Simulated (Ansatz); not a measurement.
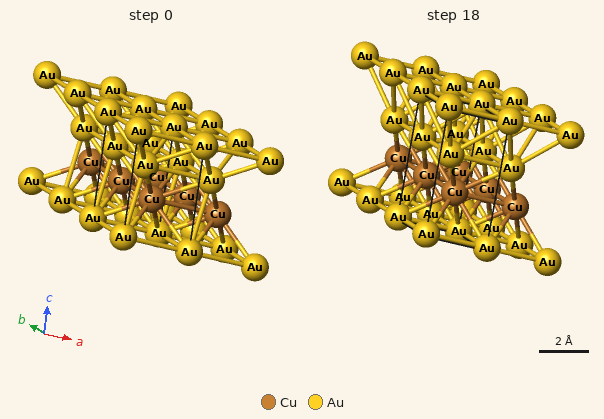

The structure of crystalline CuAu2 (set up in I4/mmm) before (left) and after (right) a relaxation, at one scale.

The picture is a ball-and-stick view of the cell of the calculation, repeated 2 × 3 × 1 with one cell outlined, seen slightly off an axis.

Case: 1 of 3 Au sites taken by Cu, cell and atoms relaxed.

The calculation used DFT PBEsol, scalar-relativistic, plane waves, PAW (Ansatz 0.2.0). Settings: plane-wave cutoff 420 eV; k-point mesh 14 × 14 × 14; occupations gaussian; smearing width 0.1 eV; no spin polarisation; cell and atoms relaxed; force threshold 0.015 eV/Å; at most 60 steps.

> Describe what moved and what it gained.

The largest moves relative to the cell, 0.13 Å, are those of Au atoms. Cu stays in place. The volume changes by +1.2 %, with a = b 3.105 → 2.862 Å (−7.8 %), c 5.150 → 5.908 Å (+14.7 %), α 107.5° → 104.0°, β 107.5° → 104.0°. Near-neighbour distances that change, for instance: Au–Au 3.105 → 3.446 Å, Cu–Cu 3.105 → 2.862 Å, Au–Au 3.105 → 2.862 Å, Au–Au 2.689 → 2.920 Å. The space group stays I4/mmm (No. 139). The energy falls by 83.8 meV per atom in 13 accepted moves (18 points after the start). Largest force component: 1.8 eV/Å at the start, 0.0024 eV/Å at the end. The pressure goes from 4.95 to −0.03 GPa. The line search rejected the trial steps at points 9, 14, 15 of the run. At 2 points the geometry stayed and the basis and grid were re-selected for the new cell (energy shift of 3.5 meV per atom at most each time).
